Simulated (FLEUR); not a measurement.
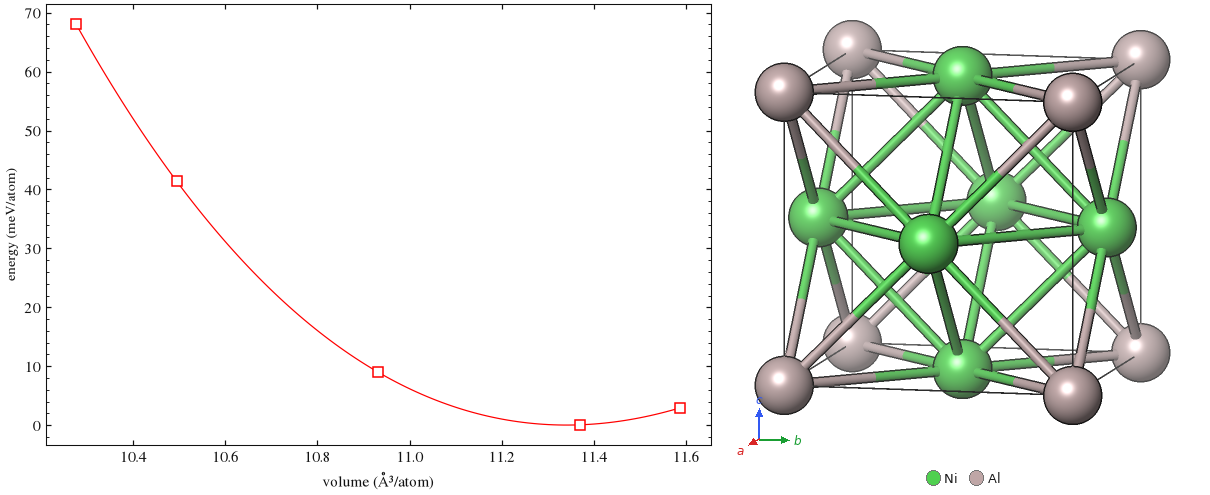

The plot gives the computed energy against volume for AlNi₃, space group Pm-3m (No. 221). The conventional cell is drawn beside the plot.

Structure:
```
CELL_PARAMETERS angstrom
3.52305 0.00000 0.00000
0.00000 3.52305 0.00000
0.00000 0.00000 3.52305
ATOMIC_POSITIONS crystal
Ni 0.50000 0.50000 0.00000
Ni 0.50000 0.00000 0.50000
Ni 0.00000 0.50000 0.50000
Al 0.00000 0.00000 0.00000
```

Method: all-electron LAPW DFT, collinear spins; energies at scaled volumes of the given cell, shape and fractions fixed, counted from the fit's minimum, third-order Birch-Murnaghan fit (FLEUR MaX-R8.1 (later development tree)). Level: PBE, collinear spin.

- k mesh: 8×8×8
- occupations: Fermi–Dirac
- smearing width: 0.05 eV
- potentials: all electron
- program settings: basis FLAPW, kmax 4.64 1/bohr

Give the fitted equation-of-state parameters.

Answer. A third-order Birch–Murnaghan fit gives V0 = 11.34 Å³/atom, B0 = 182 GPa and B′ = 4.5.
